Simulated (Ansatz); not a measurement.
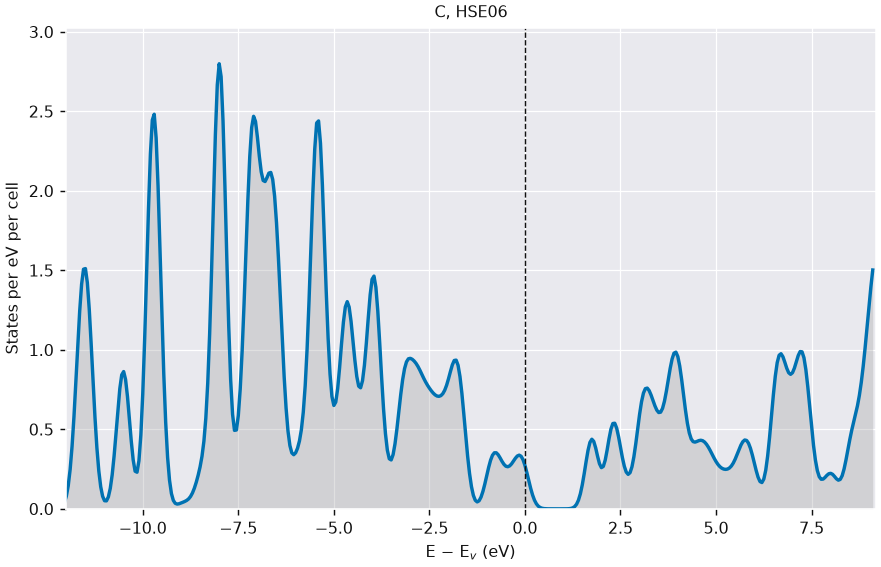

Density of states. Energies are counted from the top of the valence band. The curve is built from the levels of the k mesh with Gaussians 0.4 eV wide, which also blur the band edges.

Calculation on C, space group R-3m (No. 166), 4 atoms in the cell; a = 7.06 Å, b = 7.06 Å, c = 7.06 Å, α = 20.03°, β = 20.03°, γ = 20.03°.

Computed with Ansatz 0.2.0: DFT, HSE06, plane waves, PAW, no spin polarisation, 8×8×8 k mesh, 420 eV cutoff.

Question: Is there a gap at the Fermi level, and how wide?

Answer: There is a gap; over the k points computed it is 1.72 eV (direct among those points).
